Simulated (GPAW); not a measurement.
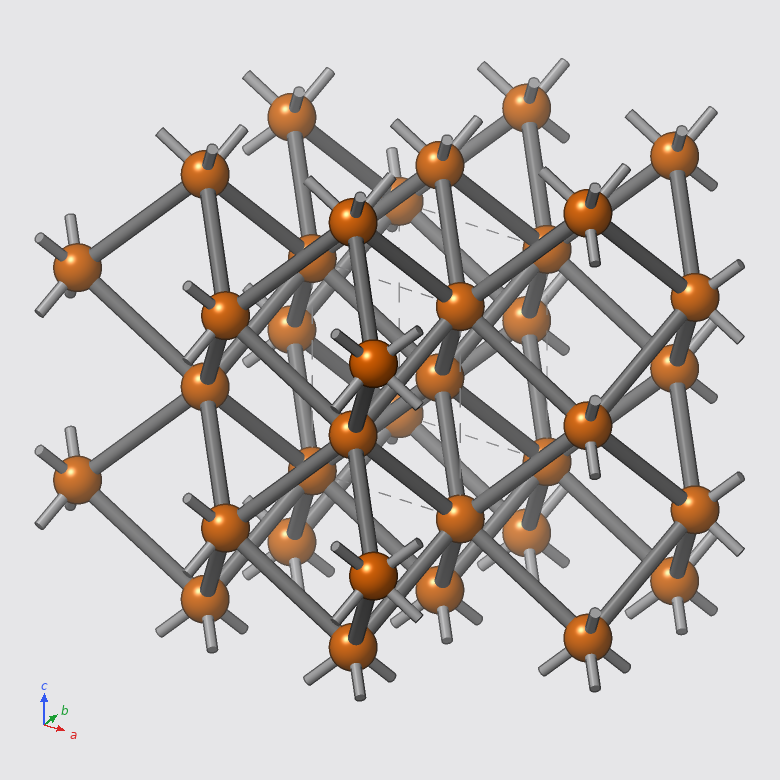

The picture shows a finite piece of the underlying net of a crystal structure, nodes on the atoms' positions. Nodes are coloured by topological kind. Edges to nodes outside the piece are drawn as stubs.

Describe the net.

A uninodal 6-connected, three-periodic net. It is the acs net, known from WC.

Give point symbol and coordination sequence.

4^9.6^6, sequence 6, 20, 42, 74, 114, 164.

Where the net comes from. PbS (space group P-6m2, No. 187): a cell listed in the Materials Project, as set up for an electronic-structure calculation. Bonds are taken as Pb–S below 3.4 Å; no other contact counts. The graph is simplified in the usual way: terminal and isolated atoms are pruned, two-connected atoms become edges. Pb and S are 6-connected nodes.
